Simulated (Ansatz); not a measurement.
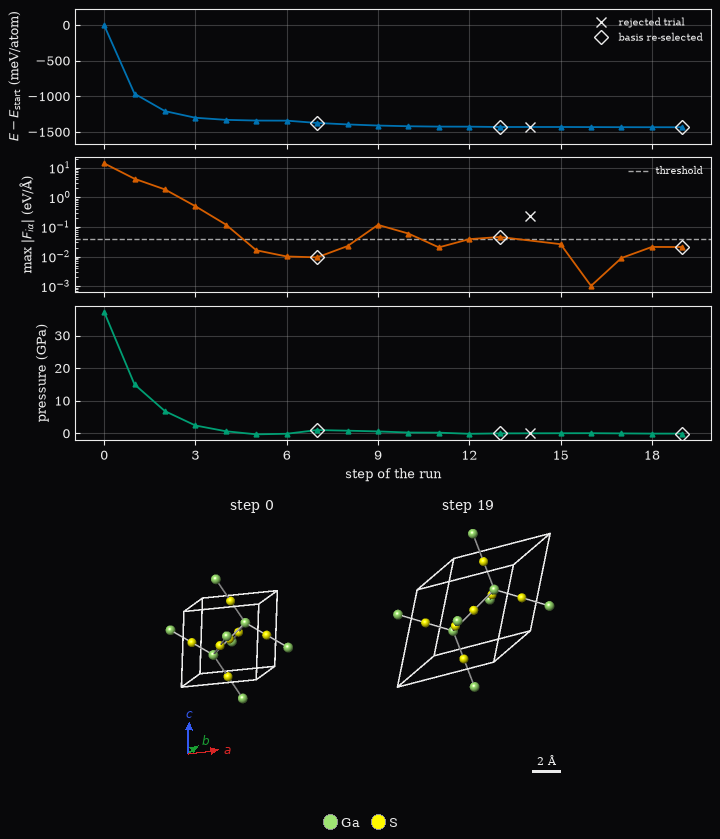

First and last geometry of a relaxation of a crystal of GaS2 (a generated structure, set up in R-3m) (coarse preliminary run), with the history of the run. Style: ball-and-stick. Shown: the cell of the calculation, slightly off an axis.

Level of theory: DFT PBE, scalar-relativistic, plane waves, PAW in Ansatz 0.2.0. Settings: plane-wave cutoff 420 eV; k-point mesh 3 × 3 × 3; occupations gaussian; smearing width 0.1 eV; no spin polarisation; cell and atoms relaxed; force threshold 0.04 eV/Å; at most 70 steps.

> Read the history and describe the run.

It converged. The largest moves relative to the cell, 0.54 Å, are those of Ga atoms. S stays in place. Cell: a = b = c 5.427 → 7.124 Å (+31.3 %), α 82.1° → 64.0°, β 82.1° → 64.0°, γ 82.1° → 64.0°. Volume +78.6 %. Near-neighbour distances that change, for instance: S–S 2.714 → 3.562 Å, Ga–S 1.771 → 2.278 Å, Ga–S 2.058 → 2.245 Å. Among the angles between lasting bonds that change: S–Ga–S 90.0° → 103.9°, S–Ga–S 120.0° → 114.4°. The space group stays R-3m (No. 166). After 15 accepted moves (19 points after the start) the energy has fallen by 1433 meV per atom. The largest force component goes from 14 to 0.021 eV/Å. Pressure: 37.29 GPa at the start and −0.06 GPa at the end. The line search rejected the trial step at point 14 of the run. At 3 points the geometry stayed and the basis and grid were re-selected for the new cell (energy shift of 32.3 meV per atom at most each time). The run took 53 s on 1 thread of Intel(R) Xeon(R) Platinum 8488C (Sapphire Rapids), with other jobs on the host, peak memory 0.52 GiB.

Limits of the set-up: the k-point mesh is coarse for a cell with partly filled bands.
